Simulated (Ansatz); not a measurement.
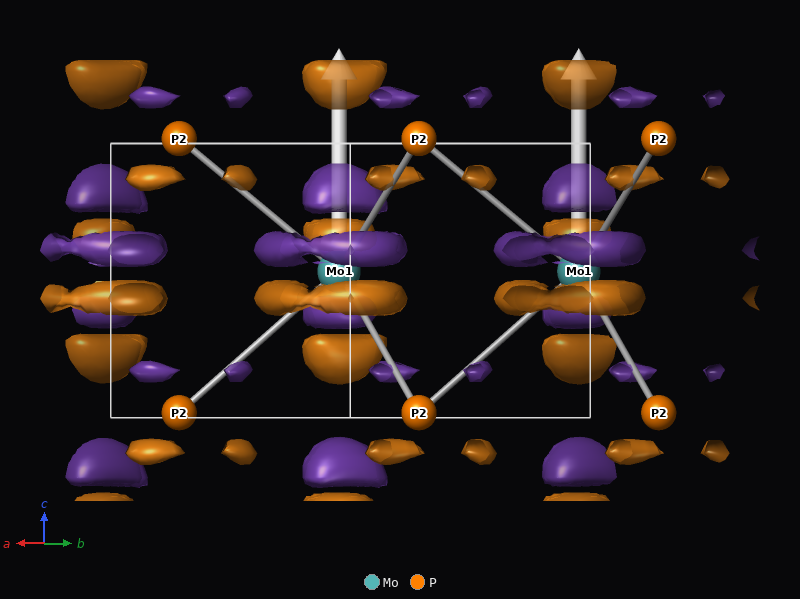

*MoP. Mo1 was moved by 0.05 Å along [0 0 1] in the axes of the cell drawn (arrow, not to scale). Change of the density less the rigid motion of the neutral atom's own density: orange surfaces at +0.01 and purple ones at −0.01 e/Å³, in the cell of the calculation (origin moved) seen along [110].*

Space group P-6m2; the calculation finds a residual pressure of about −7 GPa at this fixed cell.

These are results of DFT LDA, scalar-relativistic, plane waves, PAW in Ansatz, not measurements.

Core electrons are frozen (PAW), so the fields are smoothed inside the atomic spheres.

**How do the electrons respond beyond following the atom?**

About 0.06 e is rearranged in the cell. Outside the cores the largest gain lies at the edge of the masked core of Mo, and the largest loss lies there too, on other sides.

**How much does the computed force on the atom change?**

The force on it changes by 0.64 eV/Å along the move, against it: a stiffness of about 13 eV/Å² for this sublattice shift.
